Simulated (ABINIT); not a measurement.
Run report: Au, geometry relaxation (part 1 of 3)

The run: geometry relaxation of Au (P6₃/mmc, 2 atoms in the cell). Method and program: Kohn-Sham DFT of a periodic cell, PW91, JTH PAW PBE v2.0, no spin polarisation (ABINIT 10.8.3).

The structure derives from an entry of the Crystallography Open Database.

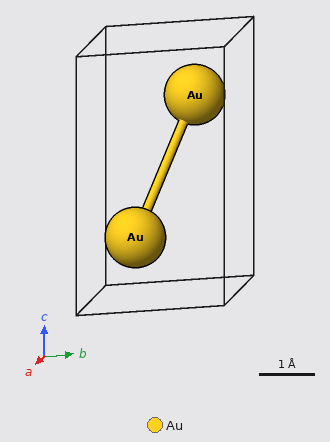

Figure 1. The input geometry (ball-and-stick view of the cell of the calculation, seen slightly off an axis). An atom can appear more than once, as a periodic image. Near neighbours in the periodic cell (some may lie outside the picture): Au has 12 Au at 2.90 to 2.96 Å.

Key numbers

| quantity | value |
| --- | --- |
| outcome | converged |
| space group (tolerance 0.01 Å) | P6₃/mmc (194) |
| electrons treated | 22 |
| free energy | −1861.2213 eV |
| Fermi energy | 6.841 eV |
| gap on the k-point mesh | none (metallic) |
| pressure | −0.04 GPa |
| final volume | 36.11 Å³ |
| largest force (length of the vector) at the end | under 0.001 eV/Å |
| final cell | a = 2.922 Å, b = 2.922 Å, c = 4.884 Å, α = 90.00°, β = 90.00°, γ = 120.00° |
| hardware | 1 thread of Arm Neoverse V1, 24 GiB of memory available, shared host |
| wall time | 5.7 min |
| peak memory | 0.18 GiB |

Notes

Spin–orbit coupling is left out, which matters for Au.

Input file
```
pp_dirpath "./"
pseudos "Au.GGA_PBE-JTH.xml"

acell 2.9 2.9 4.88 Angstrom
rprim
     1.0000000000     0.0000000000     0.0000000000
    -0.5000000000     0.8660254038     0.0000000000
     0.0000000000     0.0000000000     1.0000000000
ntypat 1
znucl 79
natom 2
typat 1 1
xred
     0.6666666667     0.3333333333     0.2500000000
     0.3333333333     0.6666666667     0.7500000000
chkprim 0
chksymtnons 0
tolsym 1.0e-6

ecut 653.073270 eV
pawecutdg 46.0
pawxcdev 0

kptopt 1
ngkpt 11 11 6
nshiftk 1
shiftk 0.0 0.0 0.0

ixc -109134

nband 15
occopt 3
tsmear 0.05 eV

nstep 100
tolvrs 1.0e-9

iomode 3
prtwf 0
prtden 0
prteig 0
prtebands 0
enunit 1

ionmov 22
ntime 60
tolmxf 0.0002
optcell 2
dilatmx 1.08
ecutsm 0.5
```

Run as:
```bash
abinit run.abi > log 2>&1
```

Log
```
.Version 10.8.3 of ABINIT
 Symmetries : space group P6_3/m m c (#194); Bravais hP (primitive hexag.)
================================================================================
 Values of the parameters that define the memory need of the present run
     intxc =       0    ionmov =      22      iscf =      17    lmnmax =      18
     lnmax =       6     mgfft =      45  mpssoang =       3    mqgrid =    3041
     natom =       2  nloc_mem =       2    nspden =       1   nspinor =       1
    nsppol =       1      nsym =      24    n1xccc =       1    ntypat =       1
    occopt =       3   xclevel =       2
       mpw =        1732          nfft =       40500          nkpt =          64
 PAW method is used; the additional fine FFT grid is defined by:
   mgfftf=        64    nfftf =    102400
================================================================================
================================================================================

--------------------------------------------------------------------------------
------------- Echo of variables that govern the present computation ------------
--------------------------------------------------------------------------------
 -outvars: echo values of preprocessed input variables --------
            acell      5.4802057651E+00  5.4802057651E+00  9.2218634944E+00 Bohr
              amu      1.96966540E+02
          chkprim           0
      chksymtnons           0
          dilatmx      1.08000000E+00
             ecut      2.40000000E+01 Hartree
           ecutsm      5.00000000E-01 Hartree
           enunit           1
           ionmov          22
                       outvar_i_n : Printing only first  50 k-points.
              ixc     -109134
                       outvar_i_n : Printing only first  50 k-points.
         kptrlatt       11    0    0      0   11    0      0    0    6
          kptrlen      5.53311810E+01
            natom           2
            nband          15
            ngfft          30      30      45
          ngfftdg          40      40      64
             nkpt          64
            nstep         100
             nsym          24
            ntime          60
           ntypat           1
                       prtocc : prtvol=0, do not print more k-points.
           occopt           3
          optcell           2
        pawecutdg      4.60000000E+01 Hartree
         pawxcdev           0
           prtden           0
        prtebands           0
           prteig           0
            prtwf           0
            rprim      1.0000000000E+00  0.0000000000E+00  0.0000000000E+00
                      -5.0000000000E-01  8.6602540380E-01  0.0000000000E+00
                       0.0000000000E+00  0.0000000000E+00  1.0000000000E+00
          spgroup         194
           tolmxf      2.00000000E-04
           tolsym      1.00000000E-06
           tolvrs      1.00000000E-09
           tsmear      1.83746611E-03 Hartree
            typat      1  1
           useylm           1
                       outvars : Printing only first  50 k-points.
           xangst      1.4500000000E+00  8.3715789034E-01  1.2200000000E+00
                      -2.3122622713E-17  1.6743157807E+00  3.6600000000E+00
            xcart      2.7401028826E+00  1.5819991369E+00  2.3054658736E+00
                      -4.3695424241E-17  3.1639982738E+00  6.9163976208E+00
             xred      6.6666666667E-01  3.3333333333E-01  2.5000000000E-01
                       3.3333333333E-01  6.6666666667E-01  7.5000000000E-01
            znucl       79.00000

================================================================================

 chkinp: Checking input parameters for consistency.

================================================================================
== DATASET  1 ==================================================================

--- !DatasetInfo
iteration_state: {dtset: 1, }
dimensions: {natom: 2, nkpt: 64, mband: 15, nsppol: 1, nspinor: 1, nspden: 1, mpw: 1732, }
cutoff_energies: {ecut:  24.0, pawecutdg:  46.0, }
electrons: {nelect:   2.20000000E+01, charge:   0.00000000E+00, occopt:   3.00000000E+00, tsmear:   1.83746611E-03, }
meta: {optdriver: 0, ionmov: 22, optcell: 2, iscf: 17, paral_kgb: 0, }
...

 Real(R)+Recip(G) space primitive vectors, cartesian coordinates (Bohr,Bohr^-1):
 R(1)=  5.4802058  0.0000000  0.0000000  G(1)=  0.1824749  0.1053519  0.0000000
 R(2)= -2.7401029  4.7459974  0.0000000  G(2)=  0.0000000  0.2107039  0.0000000
 R(3)=  0.0000000  0.0000000  9.2218635  G(3)=  0.0000000  0.0000000  0.1084380
 Unit cell volume ucvol=  2.3985184E+02 bohr^3
 Angles (23,13,12)=  9.00000000E+01  9.00000000E+01  1.20000000E+02 degrees

 Coarse grid specifications (used for wave-functions):

 getcut: wavevector=  0.0000  0.0000  0.0000  ngfft=  30  30  45
         ecut(hartree)=     27.994   => boxcut(ratio)=   2.00327

 Fine grid specifications (used for densities):

 getcut: wavevector=  0.0000  0.0000  0.0000  ngfft=  40  40  64
         ecut(hartree)=     53.654   => boxcut(ratio)=   2.10472

--- Pseudopotential description ------------------------------------------------
- pspini: atom type   1  psp file is ./Au.GGA_PBE-JTH.xml
 Pseudopotential format is: paw10
 basis_size (lnmax)=  6 (lmn_size= 18), orbitals=   0   0   1   1   2   2
 Spheres core radius: rc_sph= 2.50869560
 Shapefunction is SIN type: shapef(r)=[sin(pi*r/rshp)/(pi*r/rshp)]**2
 Radius for shape functions =  2.26305713
 Compensation charge density is not taken into account in XC energy/potential

   1.54885028E+03                                ecore*ucvol(ha*bohr**3)
--------------------------------------------------------------------------------

================================================================================

=== [ionmov=22] Limited-memory Broyden-Fletcher-Goldfarb-Shanno method
================================================================================

--- Iteration: ( 1/60) Internal Cycle: (1/1)
--------------------------------------------------------------------------------

---SELF-CONSISTENT-FIELD CONVERGENCE--------------------------------------------

--- !BeginCycle
iteration_state: {dtset: 1, itime: 1, icycle: 1, }
solver: {iscf: 17, nstep: 100, nline: 4, wfoptalg: 10, }
tolerances: {tolvrs: 1.00E-09, }
...

     iter   Etot(hartree)      deltaE(h)  residm     nres2
 ETOT  1  -68.165820862321    -6.817E+01 4.158E-01 3.344E+01
 ETOT  2  -68.506740813781    -3.409E-01 7.138E-02 3.730E+01
 ETOT  3  -68.406874587573     9.987E-02 1.185E-02 8.747E+00
 ETOT  4  -68.399205274304     7.669E-03 6.501E-03 2.086E+00
 ETOT  5  -68.397717131382     1.488E-03 3.687E-03 5.730E-01
 ETOT  6  -68.398558476462    -8.413E-04 2.512E-03 7.253E-01
 ETOT  7  -68.399253944925    -6.955E-04 1.024E-03 1.238E+00
 ETOT  8  -68.398944667226     3.093E-04 9.134E-04 2.681E-01
 ETOT  9  -68.399142366552    -1.977E-04 3.091E-04 4.249E-01
 ETOT 10  -68.398718868877     4.235E-04 2.515E-04 2.013E-01
 ETOT 11  -68.398439384717     2.795E-04 1.196E-04 3.317E-02
 ETOT 12  -68.398455475203    -1.609E-05 1.631E-04 7.896E-05
 ETOT 13  -68.398461957848    -6.483E-06 8.959E-05 4.881E-04
 ETOT 14  -68.398461993699    -3.585E-08 1.185E-04 4.842E-04
 ETOT 15  -68.398461436595     5.571E-07 6.530E-05 2.107E-04
 ETOT 16  -68.398461208470     2.281E-07 8.530E-05 5.900E-05
 ETOT 17  -68.398461202952     5.518E-09 4.626E-05 3.332E-05
 ETOT 18  -68.398461208065    -5.113E-09 5.987E-05 3.220E-05
 ETOT 19  -68.398461170421     3.764E-08 3.202E-05 1.534E-05
 ETOT 20  -68.398461149314     2.111E-08 4.120E-05 2.945E-06
 ETOT 21  -68.398461148428     8.858E-10 2.183E-05 3.156E-07
 ETOT 22  -68.398461148368     6.024E-11 2.798E-05 5.354E-08
 ETOT 23  -68.398461148391    -2.312E-11 1.473E-05 1.082E-09
 ETOT 24  -68.398461148413    -2.166E-11 1.888E-05 2.872E-09
 ETOT 25  -68.398461148406     6.580E-12 9.863E-06 2.092E-11

 At SCF step   25       nres2   =  2.09E-11 < tolvrs=  1.00E-09 =>converged.

 Cartesian components of stress tensor (hartree/bohr^3)
  sigma(1 1)= -8.87332725E-05  sigma(3 2)=  0.00000000E+00
  sigma(2 2)= -8.87332735E-05  sigma(3 1)=  0.00000000E+00
  sigma(3 3)= -6.02224061E-05  sigma(2 1)=  0.00000000E+00

--- !ResultsGS
iteration_state: {dtset: 1, itime: 1, icycle: 1, }
comment   : Summary of ground state results
lattice_vectors:
- [  5.4802058,   0.0000000,   0.0000000, ]
- [ -2.7401029,   4.7459974,   0.0000000, ]
- [  0.0000000,   0.0000000,   9.2218635, ]
lattice_lengths: [   5.48021,    5.48021,    9.22186, ]
lattice_angles: [ 90.000,  90.000, 120.000, ] # degrees, (23, 13, 12)
lattice_volume:   2.3985184E+02
convergence: {deltae:  6.580E-12, res2:  2.092E-11, residm:  9.863E-06, diffor: null, }
etotal    :  -6.83984611E+01
entropy   :   0.00000000E+00
fermie    :   2.59243357E-01
cartesian_stress_tensor: # hartree/bohr^3
- [ -8.87332725E-05,   0.00000000E+00,   0.00000000E+00, ]
- [  0.00000000E+00,  -8.87332735E-05,   0.00000000E+00, ]
- [  0.00000000E+00,   0.00000000E+00,  -6.02224061E-05, ]
pressure_GPa:   2.3310E+00
xred      :
- [  6.6667E-01,   3.3333E-01,   2.5000E-01, Au]
- [  3.3333E-01,   6.6667E-01,   7.5000E-01, Au]
cartesian_forces: # hartree/bohr
- [ -0.00000000E+00,  -0.00000000E+00,  -0.00000000E+00, ]
- [ -0.00000000E+00,  -0.00000000E+00,  -0.00000000E+00, ]
force_length_stats: {min:   0.00000000E+00, max:   0.00000000E+00, mean:   0.00000000E+00, }
...

 Integrated electronic density in atomic spheres:
 ------------------------------------------------
 Atom  Sphere_radius  Integrated_density
    1        2.50870          9.45993790
    2        2.50870          9.45993790

---OUTPUT-----------------------------------------------------------------------

 Cartesian coordinates (xcart) [bohr]
  2.74010288256628E+00  1.58199913688534E+00  2.30546587360749E+00
 -4.36954242405045E-17  3.16399827377068E+00  6.91639762082248E+00
 Reduced coordinates (xred)
  6.66666666666666E-01  3.33333333333333E-01  2.50000000000000E-01
  3.33333333333333E-01  6.66666666666666E-01  7.50000000000000E-01
 Cartesian forces (fcart) [Ha/bohr]; max,rms= 0.00000E+00 0.00000E+00 (free atoms)
 -0.00000000000000E+00 -0.00000000000000E+00 -0.00000000000000E+00
 -0.00000000000000E+00 -0.00000000000000E+00 -0.00000000000000E+00
 Gradient of E wrt nuclear positions in reduced coordinates (gred)
  0.00000000000000E+00 -0.00000000000000E+00  0.00000000000000E+00
  0.00000000000000E+00 -0.00000000000000E+00  0.00000000000000E+00
 Scale of Primitive Cell (acell) [bohr]
  5.48020576513257E+00  5.48020576513257E+00  9.22186349442998E+00
 Real space primitive translations (rprimd) [bohr]
  5.48020576513257E+00  0.00000000000000E+00  0.00000000000000E+00
 -2.74010288256628E+00  4.74599741065602E+00  0.00000000000000E+00
  0.00000000000000E+00  0.00000000000000E+00  9.22186349442998E+00
 Unitary Cell Volume (ucvol) [Bohr^3]=  2.39851838367880E+02
 Angles (23,13,12)= [degrees]
  9.00000000000000E+01  9.00000000000000E+01  1.19999999999554E+02
 Lengths [Bohr]
  5.48020576513257E+00  5.48020576520642E+00  9.22186349442998E+00
 Stress tensor in cartesian coordinates (strten) [Ha/bohr^3]
 -8.87332725338225E-05  0.00000000000000E+00  0.00000000000000E+00
  0.00000000000000E+00 -8.87332734981969E-05  0.00000000000000E+00
  0.00000000000000E+00  0.00000000000000E+00 -6.02224060802202E-05
 Total energy (etotal) [Ha]= -6.83984611484065E+01

--- Iteration: ( 2/60) Internal Cycle: (1/1)
--------------------------------------------------------------------------------

---SELF-CONSISTENT-FIELD CONVERGENCE--------------------------------------------

--- !BeginCycle
iteration_state: {dtset: 1, itime: 2, icycle: 1, }
solver: {iscf: 17, nstep: 100, nline: 4, wfoptalg: 10, }
tolerances: {tolvrs: 1.00E-09, }
...

     iter   Etot(hartree)      deltaE(h)  residm     nres2
 ETOT  1  -68.398540501606    -6.840E+01 2.877E-05 7.640E-02
 ETOT  2  -68.398587591449    -4.709E-05 1.278E-05 6.354E-03
 ETOT  3  -68.398566253859     2.134E-05 1.240E-05 8.163E-04
 ETOT  4  -68.398568764876    -2.511E-06 5.736E-06 4.277E-04
 ETOT  5  -68.398568582292     1.826E-07 5.905E-06 2.105E-05
 ETOT  6  -68.398568696592    -1.143E-07 4.925E-06 4.842E-06
 ETOT  7  -68.398568720536    -2.394E-08 4.003E-06 1.210E-06
 ETOT  8  -68.398568718828     1.708E-09 3.182E-06 1.637E-07
 ETOT  9  -68.398568719910    -1.082E-09 2.776E-06 1.451E-07
 ETOT 10  -68.398568719932    -2.248E-11 2.282E-06 6.746E-08
 ETOT 11  -68.398568719842     9.005E-11 2.232E-06 3.474E-09
 ETOT 12  -68.398568719874    -3.165E-11 1.661E-06 3.726E-09
 ETOT 13  -68.398568719868     5.230E-12 2.380E-06 9.172E-10

 At SCF step   13       nres2   =  9.17E-10 < tolvrs=  1.00E-09 =>converged.

 Cartesian components of stress tensor (hartree/bohr^3)
  sigma(1 1)= -4.98018583E-05  sigma(3 2)=  0.00000000E+00
  sigma(2 2)= -4.98018592E-05  sigma(3 1)=  0.00000000E+00
  sigma(3 3)= -2.79333953E-05  sigma(2 1)=  0.00000000E+00

--- !ResultsGS
iteration_state: {dtset: 1, itime: 2, icycle: 1, }
comment   : Summary of ground state results
lattice_vectors:
- [  5.4947941,   0.0000000,   0.0000000, ]
- [ -2.7473970,   4.7586312,   0.0000000, ]
- [  0.0000000,   0.0000000,   9.2385244, ]
lattice_lengths: [   5.49479,    5.49479,    9.23852, ]
lattice_angles: [ 90.000,  90.000, 120.000, ] # degrees, (23, 13, 12)
lattice_volume:   2.4156615E+02
convergence: {deltae:  5.230E-12, res2:  9.172E-10, residm:  2.380E-06, diffor: null, }
etotal    :  -6.83985687E+01
entropy   :   0.00000000E+00
fermie    :   2.55548485E-01
cartesian_stress_tensor: # hartree/bohr^3
- [ -4.98018583E-05,   0.00000000E+00,   0.00000000E+00, ]
- [  0.00000000E+00,  -4.98018592E-05,   0.00000000E+00, ]
- [  0.00000000E+00,   0.00000000E+00,  -2.79333953E-05, ]
pressure_GPa:   1.2508E+00
xred      :
- [  6.6667E-01,   3.3333E-01,   2.5000E-01, Au]
- [  3.3333E-01,   6.6667E-01,   7.5000E-01, Au]
cartesian_forces: # hartree/bohr
- [ -1.22508924E-29,  -6.36575040E-29,  -0.00000000E+00, ]
- [  1.22508924E-29,   6.36575040E-29,  -0.00000000E+00, ]
force_length_stats: {min:   6.48256290E-29, max:   6.48256290E-29, mean:   6.48256290E-29, }
...

 Integrated electronic density in atomic spheres:
 ------------------------------------------------
 Atom  Sphere_radius  Integrated_density
    1        2.50870          9.44917698
    2        2.50870          9.44917698

---OUTPUT-----------------------------------------------------------------------

 Cartesian coordinates (xcart) [bohr]
  2.74739703148140E+00  1.58621041572507E+00  2.30963109466883E+00
 -4.55849883903138E-17  3.17242083145014E+00  6.92889328400649E+00
 Reduced coordinates (xred)
  6.66666666666666E-01  3.33333333333333E-01  2.50000000000000E-01
  3.33333333333333E-01  6.66666666666666E-01  7.50000000000000E-01
 Cartesian forces (fcart) [Ha/bohr]; max,rms= 6.36575E-29 3.74271E-29 (free atoms)
 -1.22508923551109E-29 -6.36575039901836E-29 -0.00000000000000E+00
  1.22508923551109E-29  6.36575039901836E-29 -0.00000000000000E+00
 Gradient of E wrt nuclear positions in reduced coordinates (gred)
  6.73161305788597E-29  2.69264522315439E-28  0.00000000000000E+00
 -6.73161305788597E-29 -2.69264522315439E-28 -0.00000000000000E+00
 Scale of Primitive Cell (acell) [bohr]
  5.49479406296281E+00  5.49479406303686E+00  9.23852437867532E+00
 Real space primitive translations (rprimd) [bohr]
  5.49479406296281E+00  0.00000000000000E+00  0.00000000000000E+00
 -2.74739703148140E+00  4.75863124717521E+00  0.00000000000000E+00
  0.00000000000000E+00  0.00000000000000E+00  9.23852437867532E+00
 Unitary Cell Volume (ucvol) [Bohr^3]=  2.41566152115393E+02
 Angles (23,13,12)= [degrees]
  9.00000000000000E+01  9.00000000000000E+01  1.19999999999554E+02
 Lengths [Bohr]
  5.49479406296281E+00  5.49479406303686E+00  9.23852437867532E+00
 Stress tensor in cartesian coordinates (strten) [Ha/bohr^3]
 -4.98018582544280E-05  0.00000000000000E+00  0.00000000000000E+00
  0.00000000000000E+00 -4.98018592064997E-05  0.00000000000000E+00
  0.00000000000000E+00  0.00000000000000E+00 -2.79333953385787E-05
 Total energy (etotal) [Ha]= -6.83985687198685E+01

 Difference of energy with previous step (new-old):
           Absolute (Ha)=-1.07571E-04
           Relative     =-1.57272E-06

--- Iteration: ( 3/60) Internal Cycle: (1/1)
--------------------------------------------------------------------------------

---SELF-CONSISTENT-FIELD CONVERGENCE--------------------------------------------

--- !BeginCycle
iteration_state: {dtset: 1, itime: 3, icycle: 1, }
solver: {iscf: 17, nstep: 100, nline: 4, wfoptalg: 10, }
tolerances: {tolvrs: 1.00E-09, }
...
```
